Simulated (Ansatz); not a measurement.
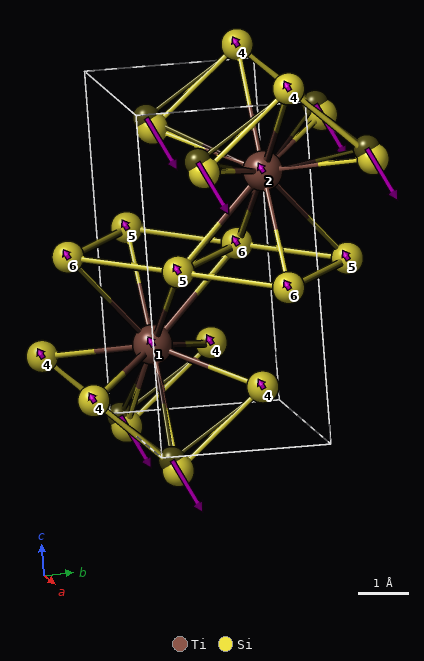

A relaxation of crystalline TiSi$_{2}$ (set up in P1). The starting structure is drawn faded, the final one solid; purple arrows show the displacements, 5 times their true length.

A ball-and-stick model of the cell of the calculation, reduced to other axes, seen slightly off an axis. Lengths and directions refer to the drawn axes.

The calculation used Ansatz 0.2.0, DFT PBEsol, scalar-relativistic, plane waves, PAW.

Input file:
```yaml
crystal:
  lattice:
    - [1.7585248039, -6.6741239124, 0.0]
    - [1.7585248039, 6.6741239124, 0.0]
    - [0.0, 0.0, 3.5556151851]
  atoms:
    - { symbol: Ti, position: [0.9054607337, 0.1041583197, 0.743942479] }
    - { symbol: Ti, position: [0.1104262165, 0.8991928369, 0.243942479] }
    - { symbol: Si, position: [0.5202689446, 0.4316357883, 0.7802876052] }
    - { symbol: Si, position: [0.4479571548, 0.5616618986, 0.243942479] }
    - { symbol: Si, position: [0.2576632783, 0.7519557751, 0.743942479] }
    - { symbol: Si, position: [0.7582236719, 0.2513953815, 0.243942479] }
basis:
  ecutwfc: 420
kpoints:
  mp_grid: { grid: [10, 10, 10] }
hamiltonian:
  xc: pbesol
scf:
  occupations: { method: gaussian, width: 0.15 }
output:
  forces: true
  stress: true
  eigenvalues: true
relax:
  adjacent_minimum: "off"
  f_tol: 0.01
  max_steps: 80
```

Launched with:
```bash
ansatz run input.yaml --threads 2 --pin off --max-ram 5120MiB --backend cpu --events-out ev --progress --plain --runs-dir out
```

Question: Which element moves most?

Answer: Silicon: up to 0.25 Å, against 0.05 Å for titanium.

Question: Describe the change and its energy.

Answer: Si3 moves most: 0.25 Å roughly along [0 1 −1]. Largest moves by element: Si 0.25 Å, Ti 0.05 Å. The cell doesn't change. Near-neighbour distances that change, for instance: Si3–Si4 2.133 → 2.393 Å, Ti1–Si3 2.538 → 2.792 Å, Ti2–Si3 2.787 → 2.564 Å, Ti1–Si3 (another image) 2.675 → 2.792 Å. The space group (tolerance 0.01 Å) goes from P1 (No. 1) to Cmcm (No. 63). The energy falls by 87.4 meV per atom in 3 accepted moves (4 points after the start). Largest force component: 2.9 eV/Å at the start, 0.0033 eV/Å at the end. 1 step only repeated the SCF at the same geometry. Cost: 4 min on 2 threads of Arm Neoverse V2, with other jobs on the host, peak memory 1.1 GiB.
